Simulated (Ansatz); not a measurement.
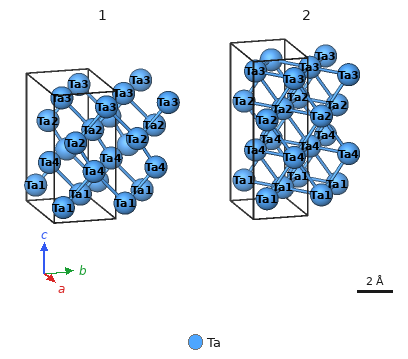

Two geometries of a crystal of Ta (built on the iodine_64 type) (coarse preliminary run), drawn at one scale. One is the start of a relaxation, the other its converged end. The picture is a ball-and-stick view of the conventional cell (2 times the calculation's cell), repeated 1 × 2 × 1 with one cell outlined, seen slightly off an axis. Lengths and directions refer to the drawn axes.

These are results of DFT PBEsol, scalar-relativistic, plane waves, PAW (Ansatz), not measurements. Settings: plane-wave cutoff 420 eV; k-point mesh 6 × 6 × 2; occupations gaussian; smearing width 0.1 eV; no spin polarisation; cell and atoms relaxed; force threshold 0.04 eV/Å; at most 70 steps.

Question: Which of the two is the end point?

Answer: Structure 2 is the relaxed one. Case: iodine type (Cmce, No. 64). The largest moves relative to the cell, 0.33 Å, are those of Ta1, Ta2, Ta3 and Ta4. Ta3 goes roughly along −b. The drawn cell changes as follows: a 5.585 → 4.664 Å (−16.5 %), b 3.691 → 3.251 Å (−11.9 %), c 7.528 → 9.315 Å (+23.7 %); the volume changes by −9.0 %. Some distances before and after: Ta1–Ta3 2.081 → 2.839 Å, Ta1–Ta1 3.347 → 2.842 Å, Ta1–Ta1 (another image) 3.691 → 3.251 Å, Ta1–Ta3 (another image) 3.127 → 2.840 Å. Among the angles between lasting bonds that change: Ta4–Ta1–Ta4 85.3° → 69.8°, Ta3–Ta1–Ta4 169.5° → 180.0°, Ta3–Ta1–Ta4 105.2° → 110.2°. The space group (tolerance 0.01 Å) goes from Cmce (No. 64) to I4/mmm (No. 139). After 9 accepted moves (11 points after the start) the energy has fallen by 6.260 eV per cell of the calculation. Largest force component: 7.3 eV/Å at the start, 0.0037 eV/Å at the end. Pressure: 13.58 GPa at the start and −0.06 GPa at the end. At 2 points the geometry stayed and the basis and grid were re-selected for the new cell (energy shift of 11.3 meV per cell of the calculation at most each time).

Limits of the set-up: the k-point mesh is coarse for a cell with partly filled bands.
